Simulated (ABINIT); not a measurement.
# Run report: TiO$_{2}$, oneshot calculation (part 2 of 2)

TiO$_{2}$ (6 atoms in the cell); Kohn-Sham DFT of a periodic cell, LDA, PseudoDojo NC SR LDA v0.4.1 standard (ABINIT 10.8.3); cutoff 952.4 eV, 6×6×6 k-mesh, fixed occupations. The structure derives from an entry of the Crystallography Open Database. The run did not end well.

Geometry of the input (Å; fractional positions):
```
-1.8921  1.8921  4.7573
1.8921  -1.8921  4.7573
1.8921  1.8921  -4.7573
Ti 0.7500  0.2500  0.5000
Ti 0.0000  0.0000  0.0000
O  0.7919  0.7919  0.0000
O  0.5419  0.0419  0.5000
O  0.9581  0.4581  0.5000
O  0.2081  0.2081  0.0000
```

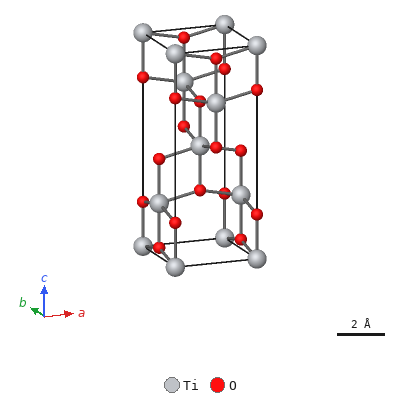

**Figure 1.** The structure as given in the input (ball-and-stick view of the cell 2 times as large as that of the calculation, set on its symmetry axes, seen slightly off an axis). An atom can appear more than once, as a periodic image.

**What the program printed, continued**
```
--- !ResultsGS
iteration_state: {dtset: 1, }
comment   : Summary of ground state results
lattice_vectors:
- [ -3.5755508,   3.5755508,   8.9899941, ]
- [  3.5755508,  -3.5755508,   8.9899941, ]
- [  3.5755508,   3.5755508,  -8.9899941, ]
lattice_lengths: [  10.31451,   10.31451,   10.31451, ]
lattice_angles: [139.435, 139.435,  58.713, ] # degrees, (23, 13, 12)
lattice_volume:   4.5973260E+02
convergence: {deltae: -9.408E-12, res2:  4.809E-13, residm:  3.947E-14, diffor: null, }
etotal    :  -1.85096807E+02
entropy   :   0.00000000E+00
fermie    :   1.35247834E-01
cartesian_stress_tensor: # hartree/bohr^3
- [  3.17164752E-04,   0.00000000E+00,   0.00000000E+00, ]
- [  0.00000000E+00,   3.17164752E-04,   0.00000000E+00, ]
- [  0.00000000E+00,   0.00000000E+00,   2.87921384E-04, ]
pressure_GPa:  -9.0445E+00
xred      :
- [  7.5000E-01,   2.5000E-01,   5.0000E-01, Ti]
- [  0.0000E+00,   0.0000E+00,   0.0000E+00, Ti]
- [  7.9190E-01,   7.9190E-01,  -1.2512E-18,  O]
- [  5.4190E-01,   4.1900E-02,   5.0000E-01,  O]
- [  9.5810E-01,   4.5810E-01,   5.0000E-01,  O]
- [  2.0810E-01,   2.0810E-01,  -3.2879E-19,  O]
cartesian_forces: # hartree/bohr
- [  6.36998586E-20,  -8.08604311E-20,   7.22801448E-20, ]
- [  6.36998586E-20,  -8.08604311E-20,   7.22801448E-20, ]
- [ -3.25686798E-19,  -4.70247087E-19,   2.68357628E-03, ]
- [  3.65402659E-19,   2.20842370E-19,   2.68357628E-03, ]
- [ -3.20760717E-20,   2.57044508E-19,  -2.68357628E-03, ]
- [ -1.35039507E-19,   1.54081072E-19,  -2.68357628E-03, ]
force_length_stats: {min:   1.25779572E-19, max:   2.68357628E-03, mean:   1.78905085E-03, }
...

 Integrated electronic density in atomic spheres:
 ------------------------------------------------
 Atom  Sphere_radius  Integrated_density
    1        2.00000          9.43845815
    2        2.00000          9.43845815
    3        2.00000          6.27525171
    4        2.00000          6.27525171
    5        2.00000          6.27525171
    6        2.00000          6.27525171
================================================================================

 ----iterations are completed or convergence reached----

 Mean square residual over all n,k,spin=   12.604E-17; max=  39.471E-15
 reduced coordinates (array xred) for    6 atoms
       0.750000000000      0.250000000000      0.500000000000
       0.000000000000      0.000000000000      0.000000000000
       0.791900000000      0.791900000000     -0.000000000000
       0.541900000000      0.041900000000      0.500000000000
       0.958100000000      0.458100000000      0.500000000000
       0.208100000000      0.208100000000     -0.000000000000
 rms dE/dt=  1.9698E-02; max dE/dt=  2.4125E-02; dE/dt below (all hartree)
    1       0.000000000000      0.000000000000      0.000000000000
    2       0.000000000000     -0.000000000000      0.000000000000
    3      -0.024125334922     -0.024125334922      0.024125334922
    4      -0.024125334922     -0.024125334922      0.024125334922
    5       0.024125334922      0.024125334922     -0.024125334922
    6       0.024125334922      0.024125334922     -0.024125334922

 cartesian coordinates (angstrom) at end:
    1      0.00000000000000     1.89210000000000     2.37865000000000
    2      0.00000000000000     0.00000000000000     0.00000000000000
    3      0.00000000000000    -0.00000000000000     7.53461174000000
    4     -0.00000000000000     1.89210000000000     0.39866174000000
    5      0.00000000000000     1.89210000000000     4.35863826000000
    6      0.00000000000000    -0.00000000000000     1.97998826000000

 cartesian forces (hartree/bohr) at end:
    1      0.00000000000000    -0.00000000000000     0.00000000000000
    2      0.00000000000000    -0.00000000000000     0.00000000000000
    3     -0.00000000000000    -0.00000000000000     0.00268357628009
    4      0.00000000000000     0.00000000000000     0.00268357628009
    5     -0.00000000000000     0.00000000000000    -0.00268357628009
    6     -0.00000000000000     0.00000000000000    -0.00268357628009
 frms,max,avg= 1.2650500E-03 2.6835763E-03   0.000E+00  0.000E+00  0.000E+00 h/b

 cartesian forces (eV/Angstrom) at end:
    1      0.00000000000000    -0.00000000000000     0.00000000000000
    2      0.00000000000000    -0.00000000000000     0.00000000000000
    3     -0.00000000000000    -0.00000000000000     0.13799504064619
    4      0.00000000000000     0.00000000000000     0.13799504064619
    5     -0.00000000000000     0.00000000000000    -0.13799504064619
    6     -0.00000000000000     0.00000000000000    -0.13799504064619
 frms,max,avg= 6.5051486E-02 1.3799504E-01   0.000E+00  0.000E+00  0.000E+00 e/A
 length scales=  1.889726125908  1.889726125908  1.889726125908 bohr
              =  1.000000000000  1.000000000000  1.000000000000 angstroms
 Fermi (or HOMO) energy (hartree) =   0.13525   Average Vxc (hartree)=  -0.42000
 Eigenvalues (hartree) for nkpt=  30  k points:
 kpt#   1, nband= 24, wtk=  0.00463, kpt=  0.0000  0.0000  0.0000 (reduced coord)
  -1.91148   -1.90910   -1.05973   -1.05053   -1.05053   -1.04774   -1.04774   -1.04452
  -0.50006   -0.46117   -0.45518   -0.44257   -0.00931   -0.00553   -0.00553    0.00902
   0.05896    0.05896    0.06131    0.10801    0.10801    0.10831    0.11917    0.11917
 prteigrs : prtvol=0 or 1, do not print more k-points.

--- !EnergyTerms
iteration_state     : {dtset: 1, }
comment             : Components of total free energy in Hartree
kinetic             :  8.99396824037279E+01
hartree             :  5.01333304347102E+01
xc                  : -3.36883447999373E+01
Ewald energy        : -1.22088434587365E+02
psp_core            :  5.72050176239306E+00
local_psp           : -1.65761050599730E+02
non_local_psp       : -9.35249150811891E+00
total_energy        : -1.85096806894320E+02
total_energy_eV     : -5.03674070529911E+03
band_energy         : -2.28130219257680E+01
...

 Cartesian components of stress tensor (hartree/bohr^3)
  sigma(1 1)=  3.17164752E-04  sigma(3 2)=  0.00000000E+00
  sigma(2 2)=  3.17164752E-04  sigma(3 1)=  0.00000000E+00
  sigma(3 3)=  2.87921384E-04  sigma(2 1)=  0.00000000E+00

-Cartesian components of stress tensor (GPa)         [Pressure= -9.0445E+00 GPa]
- sigma(1 1)=  9.33130915E+00  sigma(3 2)=  0.00000000E+00
- sigma(2 2)=  9.33130915E+00  sigma(3 1)=  0.00000000E+00
- sigma(3 3)=  8.47093957E+00  sigma(2 1)=  0.00000000E+00

================================================================================
== DATASET  2 ==================================================================

--- !DatasetInfo
iteration_state: {dtset: 2, }
dimensions: {natom: 6, nkpt: 30, mband: 36, nsppol: 1, nspinor: 1, nspden: 1, mpw: 4584, }
cutoff_energies: {ecut:  35.0, pawecutdg:  -1.0, }
electrons: {nelect:   4.80000000E+01, charge:   0.00000000E+00, occopt:   1.00000000E+00, tsmear:   1.00000000E-02, }
meta: {optdriver: 0, ionmov: 0, optcell: 0, iscf: -2, paral_kgb: 0, }
...

 mkfilename : getden/=0, take file _DEN from output of DATASET   1.

 Exchange-correlation functional for the present dataset will be:
  LDA: Perdew-Wang 92 LSD fit to Ceperley-Alder data - ixc=7
  J.P.Perdew and Y.Wang, PRB 45, 13244 (1992)

 Real(R)+Recip(G) space primitive vectors, cartesian coordinates (Bohr,Bohr^-1):
 R(1)= -3.5755508  3.5755508  8.9899941  G(1)=  0.0000000  0.1398386  0.0556174
 R(2)=  3.5755508 -3.5755508  8.9899941  G(2)=  0.1398386  0.0000000  0.0556174
 R(3)=  3.5755508  3.5755508 -8.9899941  G(3)=  0.1398386  0.1398386  0.0000000
 Unit cell volume ucvol=  4.5973260E+02 bohr^3
 Angles (23,13,12)=  1.39434593E+02  1.39434593E+02  5.87128032E+01 degrees

 getcut: wavevector=  0.0000  0.0000  0.0000  ngfft=  60  60  60
         ecut(hartree)=     35.000   => boxcut(ratio)=   2.18455
--------------------------------------------------------------------------------

================================================================================
 Non-SCF case, kpt    1 (  0.00000  0.00000  0.00000), residuals and eigenvalues=
  5.92E-13  5.37E-13  1.34E-13  3.35E-13  2.62E-13  7.53E-13  7.05E-13  2.75E-13
  5.20E-13  8.97E-13  6.45E-13  4.08E-13  6.28E-13  5.59E-13  2.00E-13  6.69E-13
  3.39E-13  7.42E-13  2.43E-13  3.97E-13  4.21E-13  2.30E-13  9.92E-13  7.85E-13
  7.78E-13  9.30E-13  9.97E-13  1.33E-13  5.55E-13  8.72E-13  9.63E-13  2.41E-13
  8.41E-13  9.19E-13  2.37E-13  3.05E-08
 -1.9115E+00 -1.9091E+00 -1.0597E+00 -1.0505E+00 -1.0505E+00 -1.0477E+00
 -1.0477E+00 -1.0445E+00 -5.0006E-01 -4.6117E-01 -4.5518E-01 -4.4257E-01
 -9.3150E-03 -5.5280E-03 -5.5280E-03  9.0211E-03  5.8958E-02  5.8958E-02
  6.1312E-02  1.0801E-01  1.0801E-01  1.0831E-01  1.1917E-01  1.1917E-01
  2.1197E-01  2.4049E-01  2.8235E-01  2.8235E-01  2.8395E-01  2.8395E-01
  3.2570E-01  3.3591E-01  3.3677E-01  3.6803E-01  4.0924E-01  5.6985E-01
 prteigrs : prtvol=0 or 1, do not print more k-points.

--- !ResultsGS
iteration_state: {dtset: 2, }
comment   : Summary of ground state results
lattice_vectors:
- [ -3.5755508,   3.5755508,   8.9899941, ]
- [  3.5755508,  -3.5755508,   8.9899941, ]
- [  3.5755508,   3.5755508,  -8.9899941, ]
lattice_lengths: [  10.31451,   10.31451,   10.31451, ]
lattice_angles: [139.435, 139.435,  58.713, ] # degrees, (23, 13, 12)
lattice_volume:   4.5973260E+02
convergence: {deltae:  0.000E+00, res2:  0.000E+00, residm:  9.999E-13, diffor:  0.000E+00, }
etotal    :  -1.85096807E+02
entropy   :   0.00000000E+00
fermie    :   1.35247834E-01
cartesian_stress_tensor: null
pressure_GPa: null
xred      :
- [  7.5000E-01,   2.5000E-01,   5.0000E-01, Ti]
- [  0.0000E+00,   0.0000E+00,   0.0000E+00, Ti]
- [  7.9190E-01,   7.9190E-01,  -1.2512E-18,  O]
- [  5.4190E-01,   4.1900E-02,   5.0000E-01,  O]
- [  9.5810E-01,   4.5810E-01,   5.0000E-01,  O]
- [  2.0810E-01,   2.0810E-01,  -3.2879E-19,  O]
cartesian_forces: null
force_length_stats: {min: null, max: null, mean: null, }
...

 Integrated electronic density in atomic spheres:
 ------------------------------------------------
 Atom  Sphere_radius  Integrated_density
    1        2.00000          9.43845815
    2        2.00000          9.43845815
    3        2.00000          6.27525171
    4        2.00000          6.27525171
    5        2.00000          6.27525171
    6        2.00000          6.27525171
================================================================================

 ----iterations are completed or convergence reached----

 Mean square residual over all n,k,spin=   49.756E-14; max=  99.986E-14
 reduced coordinates (array xred) for    6 atoms
       0.750000000000      0.250000000000      0.500000000000
       0.000000000000      0.000000000000      0.000000000000
       0.791900000000      0.791900000000     -0.000000000000
       0.541900000000      0.041900000000      0.500000000000
       0.958100000000      0.458100000000      0.500000000000
       0.208100000000      0.208100000000     -0.000000000000

 cartesian coordinates (angstrom) at end:
    1      0.00000000000000     1.89210000000000     2.37865000000000
    2      0.00000000000000     0.00000000000000     0.00000000000000
    3      0.00000000000000    -0.00000000000000     7.53461174000000
    4     -0.00000000000000     1.89210000000000     0.39866174000000
    5      0.00000000000000     1.89210000000000     4.35863826000000
    6      0.00000000000000    -0.00000000000000     1.97998826000000
 length scales=  1.889726125908  1.889726125908  1.889726125908 bohr
              =  1.000000000000  1.000000000000  1.000000000000 angstroms
 Eigenvalues (hartree) for nkpt=  30  k points:
 kpt#   1, nband= 36, wtk=  0.00463, kpt=  0.0000  0.0000  0.0000 (reduced coord)
  -1.91148   -1.90910   -1.05973   -1.05053   -1.05053   -1.04774   -1.04774   -1.04452
  -0.50006   -0.46117   -0.45518   -0.44257   -0.00931   -0.00553   -0.00553    0.00902
   0.05896    0.05896    0.06131    0.10801    0.10801    0.10831    0.11917    0.11917
   0.21197    0.24049    0.28235    0.28235    0.28395    0.28395    0.32570    0.33591
   0.33677    0.36803    0.40924    0.56985
 prteigrs : prtvol=0 or 1, do not print more k-points.

================================================================================
== DATASET  3 ==================================================================

--- !DatasetInfo
iteration_state: {dtset: 3, }
dimensions: {natom: 6, nkpt: 30, mband: 32, nsppol: 1, nspinor: 1, nspden: 1, mpw: 4584, }
cutoff_energies: {ecut:  35.0, pawecutdg:  -1.0, }
electrons: {nelect:   4.80000000E+01, charge:   0.00000000E+00, occopt:   1.00000000E+00, tsmear:   1.00000000E-02, }
meta: {optdriver: 4, gwcalctyp: 15, }
...

 mkfilename : getwfk/=0, take file _WFK from output of DATASET   2.

 mkfilename : getden/=0, take file _DEN from output of DATASET   1.

 Exchange-correlation functional for the present dataset will be:
  LDA: Perdew-Wang 92 LSD fit to Ceperley-Alder data - ixc=7
  J.P.Perdew and Y.Wang, PRB 45, 13244 (1992)

 SIGMA: Calculation of the GW corrections

 Based on a program developped by R.W. Godby, V. Olevano, G. Onida, and L. Reining.
 Incorporated in ABINIT by V. Olevano, G.-M. Rignanese, and M. Torrent.

 Real(R)+Recip(G) space primitive vectors, cartesian coordinates (Bohr,Bohr^-1):
 R(1)= -3.5755508  3.5755508  8.9899941  G(1)=  0.0000000  0.1398386  0.0556174
 R(2)=  3.5755508 -3.5755508  8.9899941  G(2)=  0.1398386  0.0000000  0.0556174
 R(3)=  3.5755508  3.5755508 -8.9899941  G(3)=  0.1398386  0.1398386  0.0000000
 Unit cell volume ucvol=  4.5973260E+02 bohr^3
 Angles (23,13,12)=  1.39434593E+02  1.39434593E+02  5.87128032E+01 degrees

--- Pseudopotential description ------------------------------------------------
- pspini: atom type   1  psp file is ./Ti.upf
  22.00000  12.00000  180309                  znucl, zion, pspdat
12 -1012 2 -1 1568                            pspcod,pspxc,lmax,lloc,mmax
     nproj     2     2     2

- pspini: atom type   2  psp file is ./O.upf
   8.00000   6.00000  201201                  znucl, zion, pspdat
12 -1012 2 -1 926                             pspcod,pspxc,lmax,lloc,mmax
     nproj     2     2     1

--------------------------------------------------------------------------------

 ==== K-mesh for the wavefunctions ====
 Number of points in the irreducible wedge :    30
 Reduced coordinates and weights :

     1)     0.00000000E+00  0.00000000E+00  0.00000000E+00       0.00463
     2)     1.66666667E-01  0.00000000E+00  0.00000000E+00       0.03704
     3)     3.33333333E-01  0.00000000E+00  0.00000000E+00       0.03704
     4)     5.00000000E-01  0.00000000E+00  0.00000000E+00       0.01852
   [... 26 further points ...]

 Together with 16 symmetry operations and time-reversal symmetry
 yields   216 points in the full Brillouin Zone.

 ==== Q-mesh for screening function ====
 Number of points in the irreducible wedge :    30
 Reduced coordinates and weights :

     1)     0.00000000E+00  0.00000000E+00  0.00000000E+00       0.00463
     2)     1.66666667E-01  0.00000000E+00  0.00000000E+00       0.03704
     3)     3.33333333E-01  0.00000000E+00  0.00000000E+00       0.03704
     4)     5.00000000E-01  0.00000000E+00  0.00000000E+00       0.01852
   [... 26 further points ...]

 Together with 16 symmetry operations and time-reversal symmetry
 yields   216 points in the full Brillouin Zone.

 === Complement Error function cutoff ===

  Cutoff radius .........     9.0909 [Bohr]

 q-points for optical limit:   1
     1)      0.000010    0.000020    0.000030
 Number of electrons calculated from density =   48.0000; Expected =   48.0000
 average of density, n =  0.104409
 r_s =    1.3174
 omega_plasma =   31.1690 [eV]

 rdqps: reading QP wavefunctions of the previous step
        looking for file runi_DS3_QPS
 file not found, 1st iteration initialized with KS eigenelements

 Number of electrons calculated from density =   48.0000; Expected =   48.0000
 average of density, n =  0.104409
 r_s =    1.3174
 omega_plasma =   31.1690 [eV]

--------------------------------------------------------------------------------

 QP results after the unitary transformation in the KS subspace:

  Number of electrons    =   48.0000

  QP Band energy    [Ha] = -2.28130219936235E+01
  QP Hartree energy [Ha] =  5.01333304531006E+01

--------------------------------------------------------------------------------

 === KS Band Gaps ===
  >>>> For spin  1
   Minimum direct gap =   2.4115 [eV], located at k-point      :  -0.3333 -0.3333  0.3333
   Fundamental gap    =   2.0877 [eV], Top of valence bands at :   0.5000  0.5000  0.0000
                                       Bottom of conduction at :   0.0000  0.0000  0.0000
 SIGMA fundamental parameters:
 Hartree-Fock
 number of plane-waves for SigmaX                 4575
```

**Outcome**

- outcome: stopped at the time limit
- space group (tolerance 0.01 Å): I4₁/amd (141)
- electrons treated: 48
- gap on the k-point mesh: 2.09 eV
- wall time: 20 min
- peak memory: 0.24 GiB

The run was cut off by its time limit, so the output is incomplete. Further notes kept with the run: Slow version without MPI-IO support. Processors send data to master. Points of doubt noted for this run: cutoff too low for stress; libxc hse convention.
